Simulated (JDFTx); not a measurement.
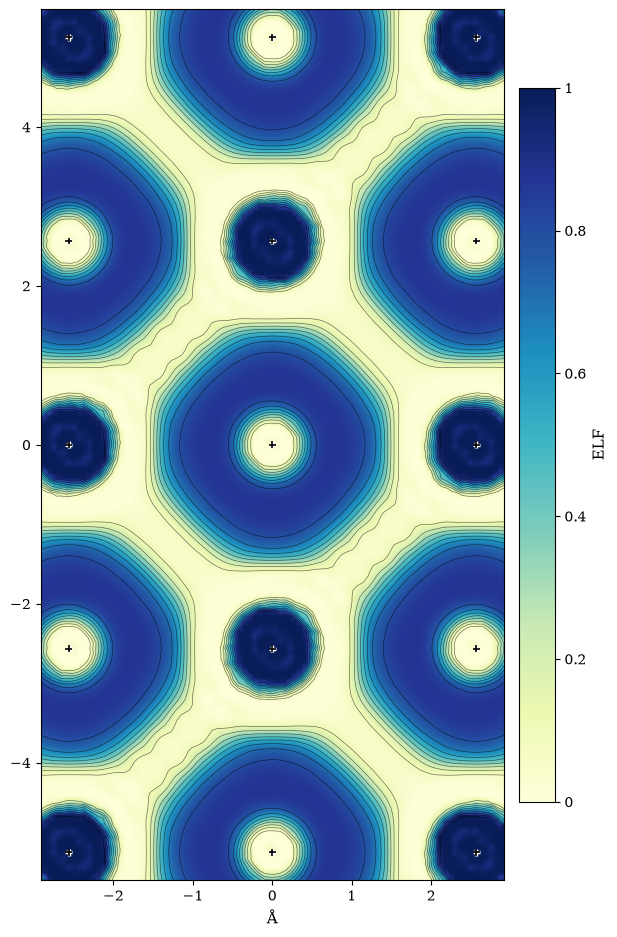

The ELF on a plane through atoms (crosses mark nuclei in the plane).

Method: Kohn-Sham DFT of a periodic cell, PBEsol, PseudoDojo-SR-PBEsol-0.4.1-standard (JDFTx 1.7.0 (patched build)).

Candidates:
A. W, a = 3.14 Å, b = 3.14 Å, c = 3.14 Å, α = 90.00°, β = 90.00°, γ = 90.00°. Space group Im-3m; computed pressure about 4 GPa in this cell.
B. LiCl, a = 5.13 Å, b = 5.13 Å, c = 5.13 Å, α = 90.00°, β = 90.00°, γ = 90.00°. Space group Fm-3m.

### Which candidate gave the map?

Candidate B: LiCl on the (100) plane of the conventional cell, which holds Cl and Li. Li–Cl (2.56 Å): the ELF peaks at about 0.90 in the valence shell of Cl, 0.8 Å from its nucleus, and falls to about 0 next to Li (an ionic contact with no shared pair).
